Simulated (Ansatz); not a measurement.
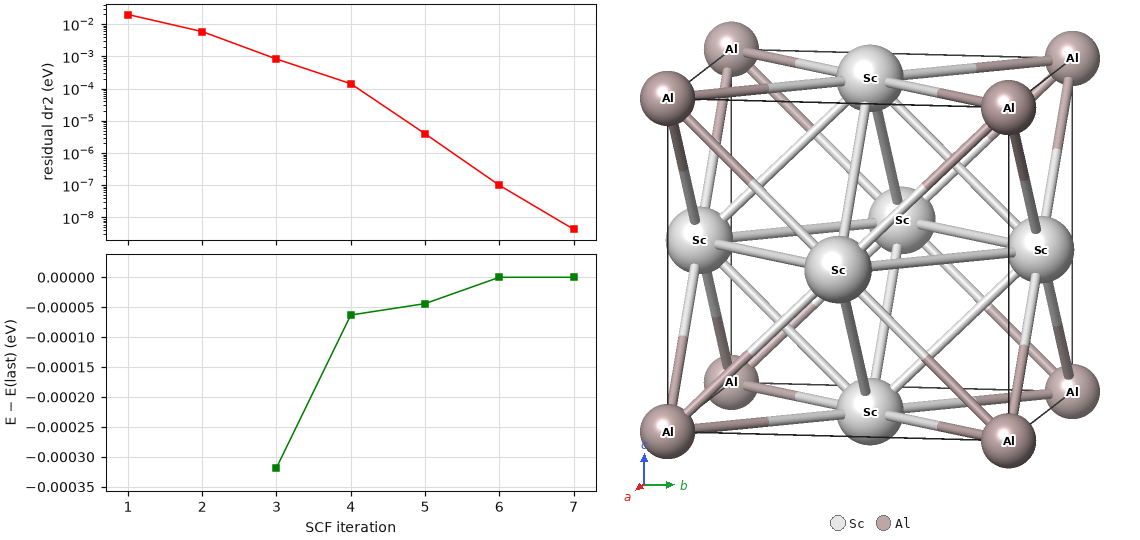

Beside the plot: the structure in its conventional cell.

The plot shows the SCF iterations of a calculation: density residual dr2, Harris–Foulkes energy less its last value. The starting density is a sum of atomic densities corrected by a trained network. The first two energies lie far off the scale and aren't drawn.

Sc$_{3}$Al (4 atoms in the cell), run with Ansatz.

```
crystal:
  lattice:
    - [4.4404169237, 0.0, 0.0]
    - [0.0, 4.4404169237, 0.0]
    - [0.0, 0.0, 4.3091730737]
  atoms:
    - { symbol: Sc, position: [0.5, 0.0, 0.5] }
    - { symbol: Sc, position: [0.0, 0.5, 0.5] }
    - { symbol: Sc, position: [0.5, 0.5, 0.0] }
    - { symbol: Al, position: [0.0, 0.0, 0.0] }
basis:
  ecutwfc: 420
  ecutrho_ratio: 2
kpoints:
  mp_grid: { grid: [12, 12, 12] }
hamiltonian:
  xc: pbesol
scf:
  occupations: { method: gaussian, width: 0.15 }
  max_iter: 80
output:
  forces: true
  eigenvalues: true
  stress: true
```

Run as:
```bash
ansatz run input.yaml --threads 2 --pin off --max-ram 5120MiB --backend cpu --events-out ev --progress --plain --runs-dir out
```

Q: Was self-consistency reached?

A: It converged, after 7 iterations. The residual falls at every step. From the first spectrum the program read the system as a metal and chose the Kerker preconditioner.

Q: Is anything amiss with this input?

A: The input holds an odd setting (a density cutoff under four times that of the waves), but it does no harm here: the energy lies within 1 meV per atom of a run with usual settings.
